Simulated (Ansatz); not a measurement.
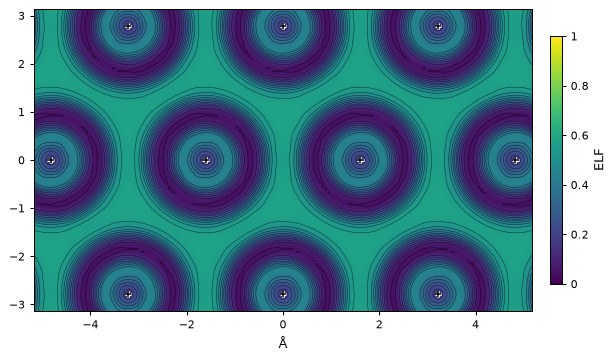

The electron localisation function on a plane through atoms (crosses mark nuclei in the plane).

The calculation used Kohn-Sham DFT of a periodic cell, PBEsol, Ansatz PAW (Ansatz 0.2.0).

Candidates:
A. Mg, a = 3.22 Å, b = 3.22 Å, c = 10.45 Å, α = 90.00°, β = 90.00°, γ = 120.00°. Space group P6₃/mmc; a structure from a database of computed crystals, not necessarily the ambient phase.
B. ZnCu, a = 2.96 Å, b = 2.96 Å, c = 2.96 Å, α = 90.00°, β = 90.00°, γ = 90.00°. Space group Pm-3m; computed pressure about −7 GPa in this cell.

Which system is this?

Answer. Candidate A: Mg on the (001) plane of the conventional cell, which holds Mg. Mg–Mg (3.22 Å): the ELF reaches about 0.55 near the midpoint.
